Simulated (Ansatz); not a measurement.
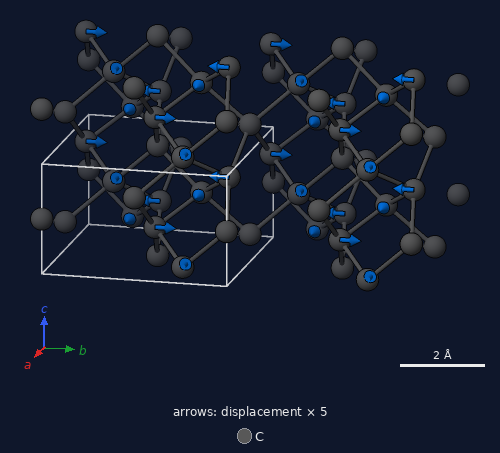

A relaxation of crystalline C (a generated structure, set up in I4_122) (coarse preliminary run). The starting structure is drawn; blue arrows show the displacements (the part carried along by the change of the cell is left out), magnified 5 times.

A ball-and-stick model of the conventional cell (2 times the calculation's cell), repeated 1 × 2 × 2 with one cell outlined, seen slightly off an axis. Lengths and directions refer to the drawn axes.

All numbers below come from DFT PBE, scalar-relativistic, plane waves, PAW in Ansatz. Settings: plane-wave cutoff 420 eV; k-point mesh 8 × 8 × 8; occupations gaussian; smearing width 0.1 eV; no spin polarisation; cell and atoms relaxed; force threshold 0.04 eV/Å; at most 70 steps.

> What did the optimiser do to the structure, and how much energy did it gain?

The energy falls by 467 meV per atom in 7 accepted moves (10 points after the start). Largest force component: 2.3 eV/Å at the start, 0.0004 eV/Å at the end. The pressure goes from 106.32 to 0.02 GPa. The line search rejected the trial step at point 4 of the run. The SCF was repeated twice at an unchanged geometry on a basis and grid sized afresh for the cell, which shifted the energy by 22.6 meV per atom at most. The largest moves relative to the cell, 0.11 Å, are those of C atoms. The drawn cell changes as follows: a = b 4.564 → 5.046 Å (+10.6 %), c 2.729 → 2.871 Å (+5.2 %); the volume changes by +28.6 %. Among the contacts that change: C–C 2.052 → 2.405 Å, C–C 1.549 → 1.697 Å. Among the angles between lasting bonds that change: C–C–C 102.7° → 94.9°, C–C–C 163.1° → 155.4°, C–C–C 130.7° → 136.0°. The space group stays I4_122 (No. 98). The run took 2.3 min on 1 thread of Intel(R) Xeon(R) Processor @ 2.50GHz (Skylake/Cascade Lake), on a shared host, peak memory 0.35 GiB.
